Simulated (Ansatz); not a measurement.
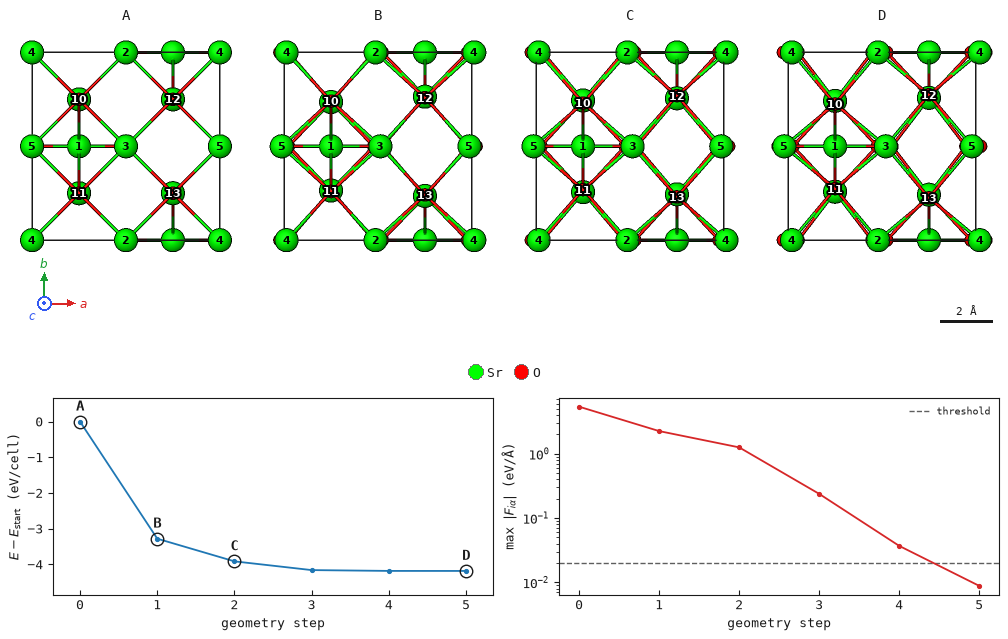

Frames of a relaxation of a defect cell of composition Sr₇O₈ (started half-way along a vacancy jump, in the symmetry of that start), marked on the history of the run. The picture is a ball-and-stick view of the conventional cell (2 times the calculation's cell), seen along the c axis. Lengths and directions refer to the drawn axes.

Level of theory: Ansatz, DFT PBE, scalar-relativistic, plane waves, PAW.

Input file:
```yaml
crystal:
  lattice:
    - [0.0, 5.1947835166, -5.1947835166]
    - [5.1947835166, 5.1947835166, 0.0]
    - [5.1947835166, 0.0, -5.1947835166]
  atoms:
    - { symbol: Sr, position: [0.0, 0.25, 0.5] }
    - { symbol: Sr, position: [0.5, 0.0, 0.5] }
    - { symbol: Sr, position: [0.5, 0.5, 0.5] }
    - { symbol: Sr, position: [0.0, 0.0, 1.0] }
    - { symbol: Sr, position: [0.0, 0.5, 1.0] }
    - { symbol: Sr, position: [0.5, 0.0, 1.0] }
    - { symbol: Sr, position: [0.5, 0.5, 1.0] }
    - { symbol: O, position: [0.25, 0.75, 0.25] }
    - { symbol: O, position: [0.25, 0.25, 0.25] }
    - { symbol: O, position: [0.75, 0.75, 0.25] }
    - { symbol: O, position: [0.75, 0.25, 0.25] }
    - { symbol: O, position: [0.25, 0.75, 0.75] }
    - { symbol: O, position: [0.25, 0.25, 0.75] }
    - { symbol: O, position: [0.75, 0.75, 0.75] }
    - { symbol: O, position: [0.75, 0.25, 0.75] }
basis:
  ecutwfc: 420
kpoints:
  mp_grid: { grid: [4, 4, 4] }
hamiltonian:
  xc: pbe
scf:
  occupations: { method: gaussian, width: 0.05 }
output:
  forces: true
  stress: true
  eigenvalues: true
  write_density: true
  write_potential: true
  elf: true
  volumetric_format: npy
relax:
  adjacent_minimum: "off"
  f_tol: 0.02
  max_steps: 60
  escape_saddle: false
```

Command:
```bash
ansatz run input.yaml --threads 4 --pin off --max-ram 9216MiB --backend cpu --events-out ev --progress --plain --runs-dir out
```

### Describe the path.

The largest moves, 0.39 Å, are those of O9 and O15. O9 goes along −a. By element the largest moves are O 0.39 Å, Sr 0.28 Å. The lattice vectors keep their values. Among the contacts that change: Sr1–O15 1.837 → 2.225 Å, Sr2–Sr4 3.673 → 3.373 Å, Sr1–Sr2 3.181 → 3.457 Å, Sr2–O9 2.597 → 2.839 Å. Among the angles between lasting bonds that change: Sr3–O8–Sr4 180.0° → 164.0°, O9–Sr6–O15 90.0° → 74.8°, Sr6–O15–Sr7 90.0° → 105.2°. Over 5 geometry steps the energy falls by 4.182 eV per cell of the calculation. Largest force component: 5.4 eV/Å at the start, 0.0088 eV/Å at the end. From step 0 to 1: Sr atoms move most (0.19 Å), energy −3.279 eV per cell of the calculation. From step 1 to 2: O atoms move most (0.10 Å), energy −0.635 eV per cell of the calculation. From step 2 to 5: O atoms move most (0.14 Å), energy −0.268 eV per cell of the calculation.

Limits of the set-up: the periodic images lie only 7.3 Å apart, so the values are limited by the cell's size.
